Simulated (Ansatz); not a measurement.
# Single-point calculation, with input and output: TiO (part 2 of 2)

TiO (Pm-3m, 6 atoms in the cell); DFT PBEsol, scalar-relativistic, plane waves, PAW, spin-polarised (Ansatz 0.2.0); cutoff 420 eV, 10×10×10 k-mesh, Gaussian smearing of 0.1 eV, collinear spins. The structure derives from a Materials Project entry. It belongs to a series of runs on one base structure; here: large parallel starting moments.

Geometry of the input (Å; fractional positions):
```
4.0867  0.0000  0.0000
0.0000  4.0867  0.0000
0.0000  0.0000  4.0867
Ti 0.5000  0.5000  0.0000
Ti 0.0000  0.5000  0.5000
Ti 0.5000  0.0000  0.5000
O  0.0000  0.5000  0.0000
O  0.5000  0.0000  0.0000
O  0.0000  0.0000  0.5000
```

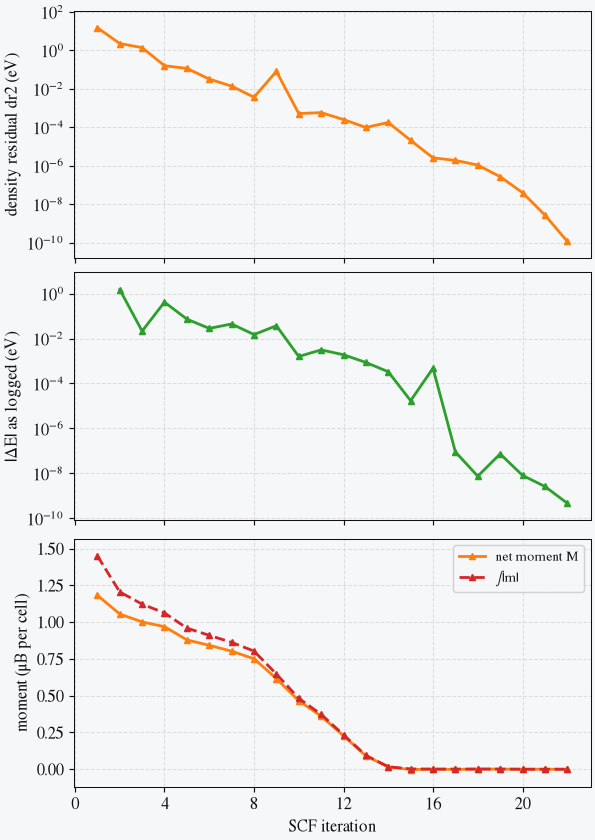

**Figure 1.** Convergence of the self-consistent field: density residual dr2, size of the energy change and magnetic moment against the SCF iteration. The residual comes down, with one marked jump up, by a factor of about 20, at step 9. The net moment goes from 1.2 to 0.0 μB per cell, and ∫|m| falls to zero.

```
SCF converged after 22 iterations
Magnetization: -0.0000 μB (27.0000 up, 27.0000 down)
Absolute magnetization: 0.0000 μB (∫|ρ↑−ρ↓|, with the PAW one-centre terms)
Spin contamination: 0.0000 ħ² per cell (⟨S²⟩ above its minimum at these occupations)
Per-site moments (μB) at R_I (Å): [(-2.1168171871076337e-6, 0.8428752750000001), (-2.859201490418901e-6, 0.8428752750000001), (-2.8592014906463854e-6, 0.8428752750000001), (-1.1634965641647197e-7, 0.8428752750000001), (-1.1634965633542795e-7, 0.8428752750000001), (-9.59106688894592e-8, 0.8428752750000001)]
Free energy (F): -9111.892741 eV
Harris-Foulkes:  -9111.892741 eV  (|F-HF|=6.91e-11)
Internal energy: -9111.866437 eV  (E = F + TS)
E sigma→0 (E₀):  -9111.879589 eV
Entropy (-TS):   -0.026304 eV (-4.384 meV/atom)
Fermi energy:    12.745276 eV
--- Per-component energies (eV) ---
  E_band       = -464.974081
  E_kinetic    = 1343.128116
  E_local      = -3339.896644  (includes V_loc(G=0)·N_el)
  E_nonlocal   = 168.313495
  E_hartree    = 1313.174342
  E_xc         = -510.604516
  E_vxc        = -647.763867  (∫ρ·V_xc dr)
  E_paw        = -3522.462728  (= ΣΔE_a)
  E_vpaw       = -615.111680  (= ΣTr[D̂ρ^β])
  E_aug_tail   = 0.007740  (compensation charges beyond the density's cutoff)
  E_ewald      = -4564.050259
  E_core_change = 0.524017  (= ΣΔE_core)
  E_smearing   = -0.026304  (= −TS)
  E_closure    = -0.000000  (closes the sum)
  Σ components = -9111.892741   (vs F -9111.892741, Δ=0.00e0)
--- Forces (eV/Å), atoms counted from 1 ---
  atom   1  Ti     0.00000000    -0.00000000     0.00000000
  atom   2  Ti     0.00000000     0.00000000     0.00000000
  atom   3  Ti    -0.00000000    -0.00000000     0.00000000
  atom   4  O      0.00000000     0.00000000     0.00000000
  atom   5  O      0.00000000     0.00000000     0.00000000
  atom   6  O     -0.00000000    -0.00000000     0.00000000
  max |Σ_I F_I| component: 5.21e-29 eV/Å
--- Stress (GPa, compression-positive) ---
       -8.142430       0.000000       0.000000
        0.000000      -8.142430       0.000000
        0.000000       0.000000      -8.142444
  P = ⅓ Tr σ = -8.1424 GPa (-81.424 kbar)
--- Band table (eV; the first three rows and the last of 252) ---
  k-point 0 ↑: bands = ["-44.2217", "-44.0794", "-44.0794", "-20.8255", "-20.8255", "-20.8255", "-20.6313", "-20.6313", "-20.6313", "-20.1446", "-20.1446", "-20.1446", "-7.1292", "-6.3400", "-6.3400", "7.3366", "7.3366", "7.3366", "8.7116", "8.7116", "8.7116", "8.8970", "9.7996", "9.7996", "9.7996", "11.2539", "11.2539", "11.2539", "14.0652", "14.0652", "14.0652", "14.8466", "14.8466", "15.2142", "16.1149"]
  k-point 1 ↑: bands = ["-44.2186", "-44.0825", "-44.0793", "-20.8217", "-20.8194", "-20.8194", "-20.6364", "-20.6334", "-20.6334", "-20.1556", "-20.1487", "-20.1487", "-7.0851", "-6.3407", "-6.2982", "7.2111", "7.3334", "7.3334", "8.4888", "8.6486", "8.6486", "8.9617", "9.6912", "9.7190", "9.7190", "11.2846", "11.4189", "11.4189", "14.0170", "14.1599", "14.1599", "14.8639", "14.9031", "15.3187", "16.1034"]
  k-point 2 ↑: bands = ["-44.2097", "-44.0913", "-44.0791", "-20.8110", "-20.8021", "-20.8021", "-20.6497", "-20.6401", "-20.6401", "-20.1852", "-20.1597", "-20.1597", "-6.9660", "-6.3445", "-6.1868", "6.8765", "7.3233", "7.3233", "7.9575", "8.5082", "8.5082", "9.0552", "9.5372", "9.5372", "9.5593", "11.3703", "11.8293", "11.8293", "13.8862", "14.3903", "14.3903", "14.8734", "14.9133", "15.4410", "15.7817"]
  k-point 125 ↓: bands = ["-44.1250", "-44.1250", "-44.1250", "-21.0239", "-21.0239", "-21.0239", "-20.6784", "-20.4178", "-20.4178", "-20.4178", "-20.0502", "-20.0502", "-5.6553", "-5.6553", "-5.6553", "5.4269", "5.6722", "5.6722", "5.6722", "6.4946", "6.4946", "6.4946", "9.8437", "9.8437", "12.1034", "12.1034", "12.1034", "13.2389", "15.3626", "15.3626", "15.3626", "15.4856", "15.4856", "15.5765", "16.8283"]
--- Löwdin populations: 6 sites ---
  site symbol       q [e]    m [muB]
     0     Ti     11.2456    -0.0000
     1     Ti     11.2456    -0.0000
     2     Ti     11.2456    -0.0000
     3      O      6.6538    -0.0000
     4      O      6.6538    -0.0000
     5      O      6.6538    -0.0000
  spilling = 0.005589 (of n_electrons = 54.000000)
```

File populations.tsv:
```
# site	symbol	l	j	q_up	q_dn
# orbitals = lowdin
# n_electrons = 54.000000
# spilling = 0.005589
0	Ti	0_3S	-	0.960257	0.960257
0	Ti	0_4S	-	0.290689	0.290689
0	Ti	1_3P	-	2.994051	2.994051
0	Ti	2_3D	-	1.377790	1.377794
1	Ti	0_3S	-	0.960257	0.960257
1	Ti	0_4S	-	0.290689	0.290689
1	Ti	1_3P	-	2.994051	2.994051
1	Ti	2_3D	-	1.377787	1.377792
2	Ti	0_3S	-	0.960257	0.960257
2	Ti	0_4S	-	0.290689	0.290689
2	Ti	1_3P	-	2.994051	2.994051
2	Ti	2_3D	-	1.377787	1.377792
3	O	0_2S	-	0.868068	0.868068
3	O	1_2P	-	2.458847	2.458847
4	O	0_2S	-	0.868068	0.868068
4	O	1_2P	-	2.458847	2.458847
5	O	0_2S	-	0.868068	0.868068
5	O	1_2P	-	2.458847	2.458847
```

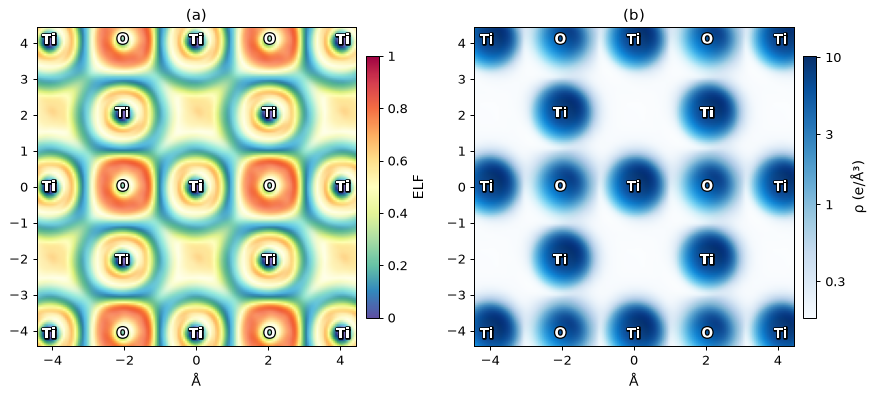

**Figure 2.** (a) ELF; (b) valence electron density on the (100) plane of the conventional cell. Ti–O (2.04 Å): ρ at the midpoint is about 0.54 e/Å³; the ELF is about 0.15 at the midpoint (a polar contact without a shared pair, in a metal). Ti–Ti (2.89 Å): the density is about 0.21 e/Å³ at the midpoint; the ELF is about 0.20 at the midpoint; no shared electron pair. Away from the nuclei the density in this plane falls to 0.17 e/Å³ at its lowest.The strong features right at Ti lie inside the PAW spheres (semicore, d or f shells) and say nothing about bonding. Core electrons are frozen (PAW), so the fields are smoothed inside the atomic spheres.

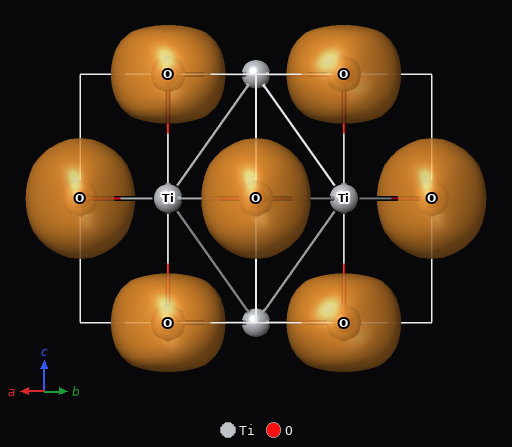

**Figure 3.** Isosurface of the electron localisation function at 0.6 (orange), seen along [110]. Only the valence region is drawn (cores and ρ < 0.01 e/Å³ removed). Sticks mark near contacts. The outline is the cell set on symmetry axes. Profiles from the grid: Ti–O (2.04 Å): the ELF is about 0.15 at the midpoint (no shared pair; the contact is polar). Ti–Ti (2.89 Å): the ELF is about 0.20 at the midpoint (no localised pair between them).

Key numbers:

```json
{"quantity": "outcome", "value": "converged"}
{"quantity": "space group (tolerance 0.01 Å)", "value": "Pm-3m (221)"}
{"quantity": "electrons treated", "value": "54"}
{"quantity": "free energy", "value": "−9111.8927 eV"}
{"quantity": "Fermi energy", "value": "12.745 eV"}
{"quantity": "gap on the k-point mesh", "value": "none (metallic)"}
{"quantity": "net moment of the cell", "value": "0.00 μB"}
{"quantity": "integrated absolute moment", "value": "0.00 μB"}
{"quantity": "pressure", "value": "−8.14 GPa"}
{"quantity": "largest force (length of the vector)", "value": "under 0.001 eV/Å"}
{"quantity": "wall time", "value": "42 s"}
{"quantity": "peak memory", "value": "0.67 GiB"}
```

Remarks:

Warnings of the run: some starting moments were not kept. The cell is under a tension of 8.1 GPa at this level, so it is not at its equilibrium volume.
